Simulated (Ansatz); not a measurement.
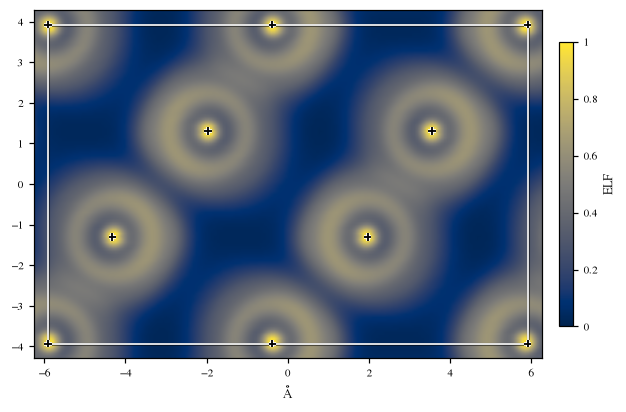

The electron localisation function on a plane through atoms (crosses mark nuclei in the plane).

Method: Kohn-Sham DFT of a periodic cell, PBEsol, all-electron PAW datasets made for the crystal in Ansatz 0.2.0.

Candidates:
A. Bi, a = 4.54 Å, b = 4.54 Å, c = 11.81 Å, α = 90.00°, β = 90.00°, γ = 120.00°. Space group R-3m.
B. ZrS, a = 5.25 Å, b = 5.25 Å, c = 5.25 Å, α = 90.00°, β = 90.00°, γ = 90.00°. Space group Fm-3m; computed pressure about −6 GPa in this cell.

### Which candidate gave the map?

Candidate A: Bi on the (110) plane of the conventional cell, which holds Bi. Bi–Bi (3.06 Å): the ELF is about 0.50 at the midpoint.
